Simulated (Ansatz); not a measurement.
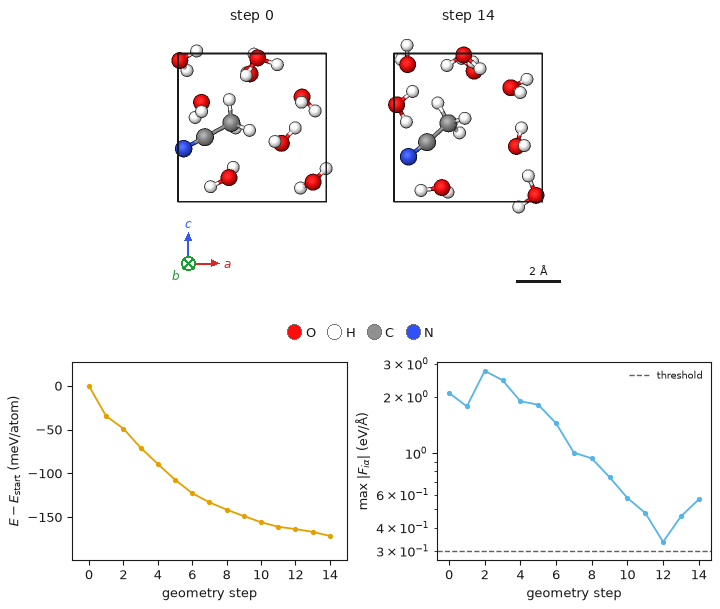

First and last geometry of a relaxation of an amorphous cell of composition H₁₉C₂NO₈, with the history of the run. A ball-and-stick model of the cell of the calculation, seen along the b axis.

The cell holds 8 H2O + 1 CH3CN. The run prepares the start of a later molecular dynamics calculation, from a guessed geometry.

Computed with Ansatz 0.2.0, DFT LDA, scalar-relativistic, plane waves, PAW.

Input
```yaml
crystal:
  lattice:
    - [6.889419, 0.0, 0.0]
    - [0.0, 6.889419, 0.0]
    - [0.0, 0.0, 6.889419]
  atoms:
    - { symbol: O, position: [0.486054, 0.4896036, 0.8623993] }
    - { symbol: H, position: [0.5126622, 0.4517153, 0.9951444] }
    - { symbol: H, position: [0.4646915, 0.628336, 0.8702584] }
    - { symbol: O, position: [0.9106373, 0.5270231, 0.1324952] }
    - { symbol: H, position: [0.9986838, 0.5873064, 0.2240295] }
    - { symbol: H, position: [0.826034, 0.631952, 0.0925327] }
    - { symbol: O, position: [0.0125081, 0.231881, 0.9524343] }
    - { symbol: H, position: [0.0608456, 0.3454849, 0.8851852] }
    - { symbol: H, position: [0.1259905, 0.179706, 1.0169657] }
    - { symbol: O, position: [0.8365358, 0.0322619, 0.7061442] }
    - { symbol: H, position: [0.9247658, 0.0889968, 0.6125418] }
    - { symbol: H, position: [0.8327107, -0.1038407, 0.6711263] }
    - { symbol: O, position: [0.1586363, 0.6796072, 0.6701973] }
    - { symbol: H, position: [0.1159038, 0.7669254, 0.5686381] }
    - { symbol: H, position: [0.1590917, 0.5532906, 0.6084824] }
    - { symbol: O, position: [0.3439937, 0.7481511, 0.1629635] }
    - { symbol: H, position: [0.3725048, 0.8671114, 0.2322483] }
    - { symbol: H, position: [0.2199292, 0.7733091, 0.101809] }
    - { symbol: O, position: [0.5370844, 0.1411947, 0.9698575] }
    - { symbol: H, position: [0.4602376, 0.1451122, 0.8521969] }
    - { symbol: H, position: [0.6695512, 0.153429, 0.9243859] }
    - { symbol: O, position: [0.6971431, 0.3128356, 0.3942251] }
    - { symbol: H, position: [0.7905189, 0.3280619, 0.4982151] }
    - { symbol: H, position: [0.6539724, 0.1796065, 0.4065165] }
    - { symbol: C, position: [0.3596873, 0.179027, 0.5314554] }
    - { symbol: C, position: [0.1817071, 0.1152016, 0.4354939] }
    - { symbol: "N", position: [0.0381426, 0.063718, 0.3580882] }
    - { symbol: H, position: [0.3878993, 0.3313562, 0.4982264] }
    - { symbol: H, position: [0.345829, 0.1626805, 0.6884427] }
    - { symbol: H, position: [0.4825611, 0.0922553, 0.4816861] }
basis:
  ecutwfc: 420.0
kpoints:
  mp_grid: { grid: [1, 1, 1] }
hamiltonian:
  xc: lda
scf:
  occupations: { method: fermi_dirac, width: 0.02 }
  lower_state_search: "off"
relax:
  f_tol: 0.3
  max_steps: 15
  adjacent_minimum: "off"
```

Run as
```bash
ansatz run input.yaml --threads 1 --pin off --max-ram 3072MiB --backend cpu --events-out ev --progress --plain --runs-dir out
```

**Did the run converge, and what did it change?**

The relaxation stopped without meeting its thresholds, so the last structure isn't shown to be converged. It used up its limit of 15 steps. Over 14 geometry steps the energy falls by 171 meV per atom. Largest force component: 2.1 eV/Å at the start, 0.57 eV/Å at the end. The atom that moves furthest is H24 (1.70 Å roughly along [2 1 0]). Largest moves by element: H 1.70 Å, O 1.12 Å, N 0.57 Å, C 0.40 Å. The lattice vectors keep their values. Near-neighbour distances that change, for instance: O1–H3 0.969 → 1.024 Å, C25–C26 1.461 → 1.419 Å, O10–H11 0.969 → 1.007 Å, O16–H17 0.969 → 1.003 Å. Bond angles that change, for instance: H17–O16–H18 104.0° → 111.5°, H20–O19–H21 104.0° → 110.8°, C25–C26–N27 180.0° → 176.4°. Cost: 14 s on 1 thread of AMD EPYC 9R45 (Zen 5) (shared host), peak memory 0.48 GiB.

Limits of the set-up: the periodic images lie only 6.9 Å apart, so the values are limited by the cell's size.
